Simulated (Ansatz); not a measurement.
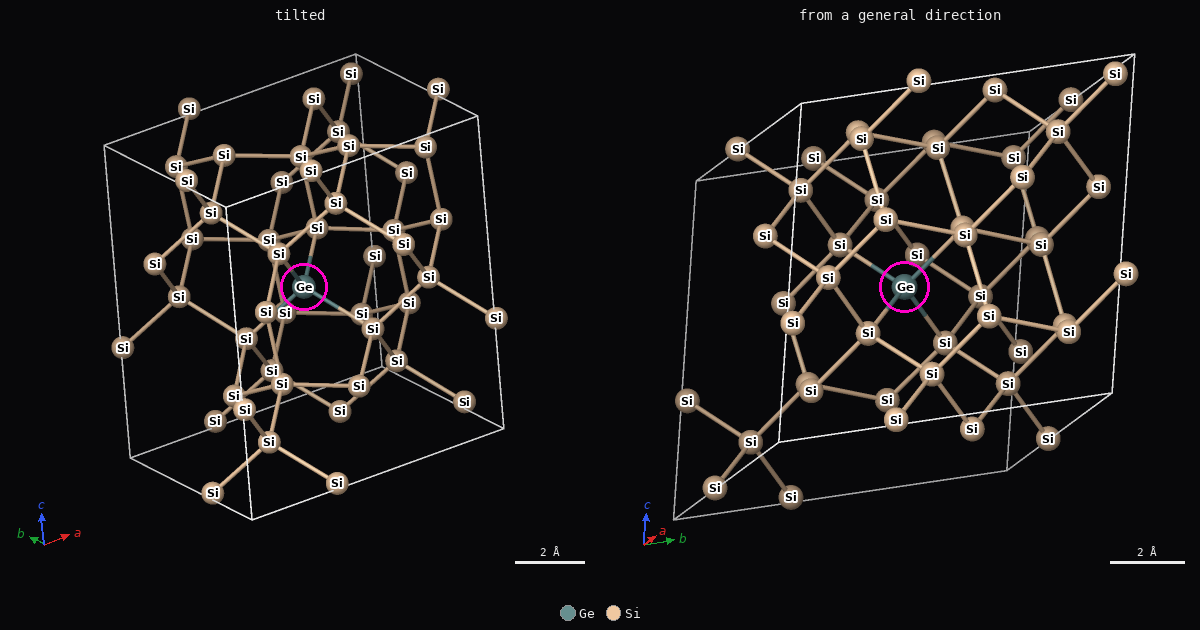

Drawn in the ball-and-stick manner and seen slightly off an axis and from a general direction. The box is the supercell; atoms on or close to its faces, edges and corners are drawn wherever they repeat. The host is Si, in a cell of 36 sites, and the cell carries a charge of +1. A ring marks the defect's site.

What defect is present?

Answer. Germanium on a silicon site (a substitutional impurity). It is bonded to four Si in a tetrahedral arrangement at about 2.4 Å.

Run with Ansatz 0.2.0, DFT PBE, scalar-relativistic, plane waves, PAW and these settings: plane waves to 420 eV, a 2×2×2 grid in reciprocal space, Gaussian smearing of 0.02 eV, collinear spins.

Does the cell have a net magnetic moment?

Answer. No net moment.

The atoms were relaxed in the host's cell with DFT PBE, scalar-relativistic, plane waves, PAW in Ansatz.
